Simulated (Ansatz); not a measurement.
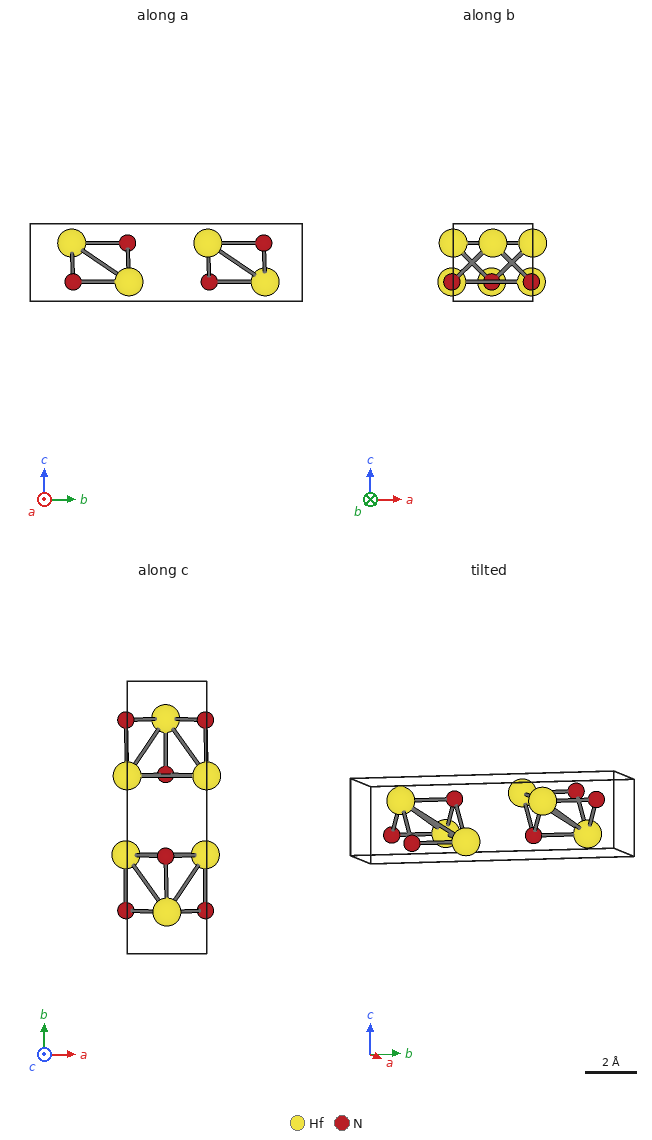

The figure gives a ball-and-stick picture of the atoms, viewed along the a axis, along the b axis, along the c axis and slightly off an axis. The wireframe shows the drawn cell (a repeat of the simulation cell).

Lattice parameters: a = 3.154 Å, b = 10.801 Å, c = 3.079 Å, α = 90.00°, β = 90.00°, γ = 90.00°. Put a along x and b in the xy plane.

**From the views, write a POSCAR file, with free fractional coordinates to two decimals.**

```
Hf N
1.0
     3.154    0.000    0.000
     0.000   10.801    0.000
     0.000    0.000    3.079
Hf N
4 4
Direct
  0.00 0.65 0.75
  0.48 0.86 0.25
  0.50 0.15 0.75
  0.98 0.36 0.25
  0.48 0.66 0.25
  0.48 0.36 0.75
  0.98 0.86 0.75
  0.98 0.16 0.25
```

Source of the structure: a structure type filled with these elements by a generator (whether the compound takes this form wasn't checked). The cell was then strained or its atoms displaced on purpose. An electronic-structure calculation with Ansatz was run on it.

At this level of theory the cell isn't at rest (forces up to 0.7 eV/Å), so its distances can differ from those at equilibrium, the more so the softer the solid.
